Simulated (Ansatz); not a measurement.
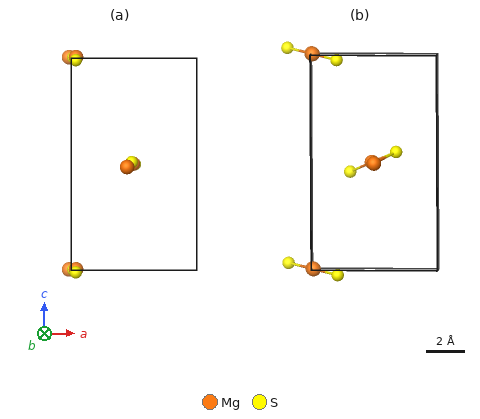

The structure of solid MgS (a generated structure, set up in P1) (coarse preliminary run) before (left) and after (right) a relaxation, at one scale.

Style: ball-and-stick. Shown: the cell of the calculation, along the b axis.

Level of theory: DFT PBE, scalar-relativistic, plane waves, PAW (Ansatz 0.2.0). (plane-wave cutoff 420 eV; k-point mesh 2 × 2 × 2; occupations gaussian; smearing width 0.1 eV; no spin polarisation; cell and atoms relaxed; force threshold 0.025 eV/Å; at most 60 steps)

> Describe what moved and what it gained.

The run was cut off at its time limit before the relaxation converged, so the last structure is only a point on the way. After 11 geometry steps the energy has fallen by 1017 meV per atom. The largest force component goes from 22 to 0.13 eV/Å. Pressure: 2.73 GPa at the start and −0.17 GPa at the end. The atom that moves furthest relative to the cell is an S atom (1.46 Å roughly along [−3 1 −1]). Largest moves by element: S 1.46 Å, Mg 0.42 Å. The drawn cell changes as follows: a 6.627 → 6.654 Å (+0.4 %), b 9.050 → 7.353 Å (−18.7 %), c 11.191 → 11.338 Å (+1.3 %), α 91.7° → 89.8°, β 90.0° → 90.6°, γ 90.7° → 89.5°; the volume changes by −17.3 %. Among the contacts that change: Mg–S 1.665 → 2.284 Å, Mg–S 1.819 → 2.283 Å, Mg–S 2.685 → 2.270 Å, Mg–S 2.562 → 2.280 Å. Among the angles between lasting bonds that change: Mg–S–Mg 176.4° → 108.4°, Mg–S–Mg 170.0° → 107.5°, S–Mg–S 174.3° → 178.4°. The space group stays P1 (No. 1).
